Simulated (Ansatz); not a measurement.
**BiSe$_{2}$: density, localisation and related maps**

```
Bi Se
1.0
     0.00000    6.38829    0.00000
     6.60576    0.00000    0.00000
     0.00000    0.00000   -4.05615
Bi Se
2 4
Direct
  0.50000 0.50000 0.50000
  0.00000 0.00000 0.00000
  0.07965 0.68769 0.50000
  0.92035 0.31231 0.50000
  0.42035 0.18769 0.00000
  0.57965 0.81231 0.00000
```

Space group Pnnm; a structure from a database of computed crystals, not necessarily the ambient phase; started from the MgF2-58 prototype, which need not be the ambient phase.

Method: DFT, r2SCAN+rVV10, plane waves, PAW (Ansatz 0.2.0).

In a PAW calculation such maps are meaningful between the atoms, not at the nuclei.

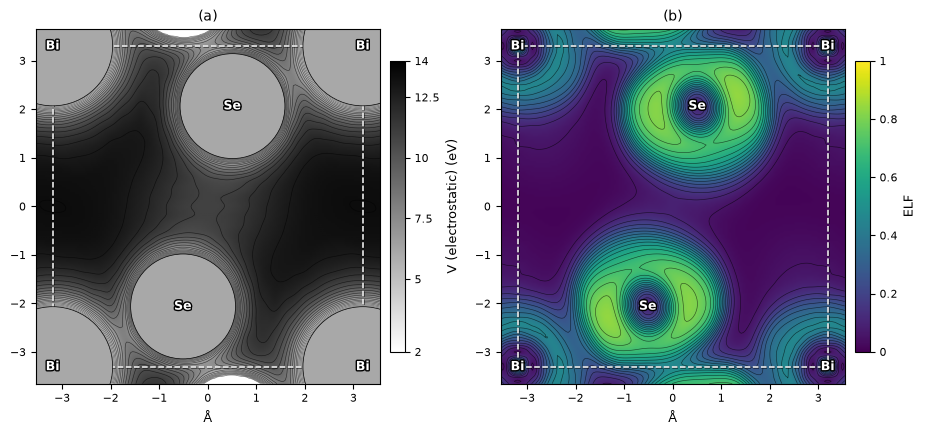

Figure 1. (a) electrostatic potential (local pseudopotential plus Hartree) felt by an electron; (b) electron localisation function on the (001) plane of the conventional cell. Grey discs cover the atomic cores in the potential map.

Question: What do the fields say about this system?

Answer: Atoms in the plane: Bi and Se. Bi–Se (2.96 Å): the ELF is about 0.40 at the midpoint and 0.30 at its lowest between the atoms. The features right at Bi lie inside the PAW spheres, where the map follows smoothed inner orbitals and isn't to be read closely. Outside the cores the potential energy rises away from the atoms and is highest about 2.4 Å from the nearest atoms; its zero is arbitrary.

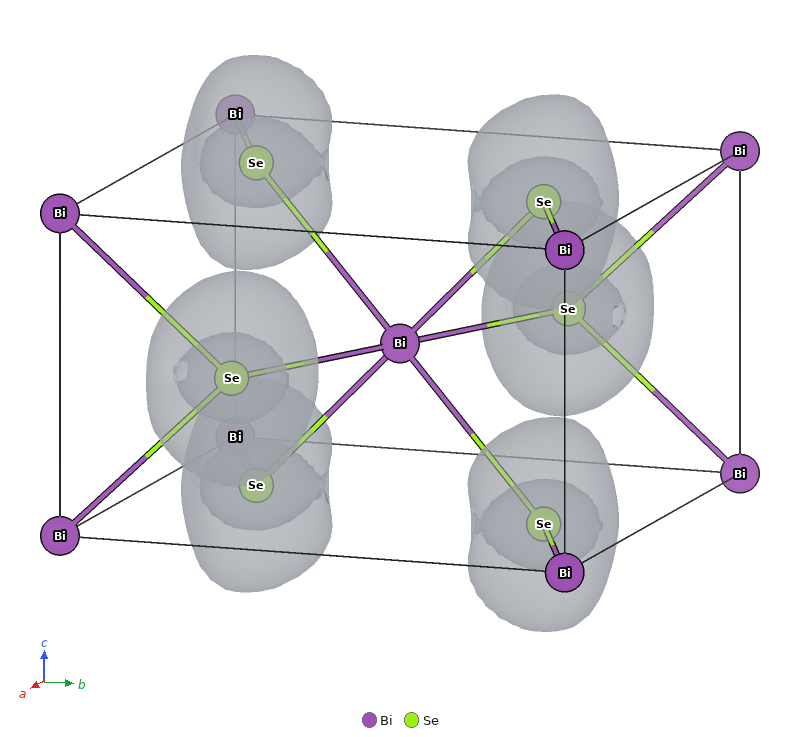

Figure 2. Isosurface of the electron localisation function at 0.7 (grey), seen slightly off an axis. Only the valence region is drawn (cores and ρ < 0.01 e/Å³ removed). Sticks mark near contacts.

Question: What do the ELF domains correspond to?

Answer: The ELF exceeds this value in four regions wrapped around Se (the valence shell of each), counted in one cell of 6 atoms. Regions shared between cells count once. Profiles from the grid: Se–Se (2.68 Å): the ELF is about 0.45 at the midpoint. Bi–Se (2.94 Å): the ELF is about 0.40 at the midpoint.
